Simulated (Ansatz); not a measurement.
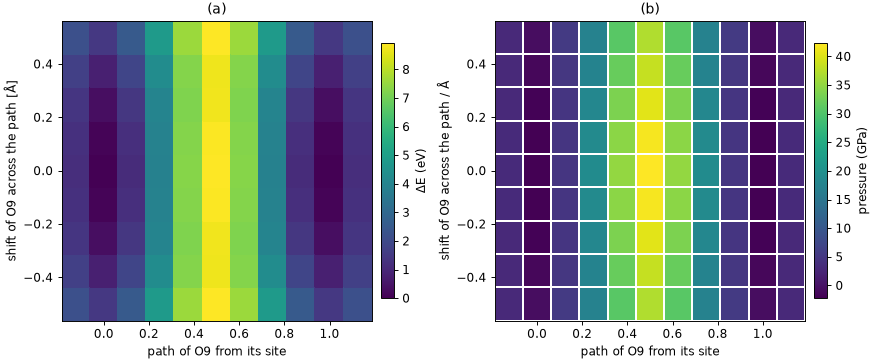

SiO₂ (P4_2/mnm phase) with one O vacancy (11 atoms in the cell). An atom moved over a plane that holds its own site and a neighbouring vacancy (x along [0 −1 1], y along [0 1 1], z along [−1 0 0] of the conventional cell). Coordinates scanned: (1) path of O9 from its site (0) to the vacancy (1), 2.285 Å; (2) shift of O9 across the path, along the Cartesian direction [−1 1 0]. Nothing is relaxed (all other atoms held at the sites of the perfect crystal). The grid has 11 × 9 points; 30 points were computed and 69 follow by symmetry. Points are written as (first, second). Energies are in eV per cell, from the lowest grid point. The band gap closes in part of the range. The calculation used DFT LDA, scalar-relativistic, plane waves, PAW in Ansatz 0.2.0. Settings: cutoff 420 eV, k-mesh 6×6×6, gaussian smearing 0.05 eV, no spin polarisation.

Panel (a) is the energy and panel (b) the computed pressure on the same grid.

Drawn: one coloured cell a grid point.

> How does the pressure vary over the map, and what is it at the lowest grid point?

It runs from −2.2 GPa at (0.000, 0.000 Å) [nearest 3 Si at 1.77 Å] to 42.3 GPa at (0.500, 0.000 Å) [nearest 2 Si at 1.33 Å]. At the lowest grid point, (0.000, 0.000 Å) [nearest 3 Si at 1.77 Å], it is −2.2 GPa.

PAW datasets: the set soft_1.
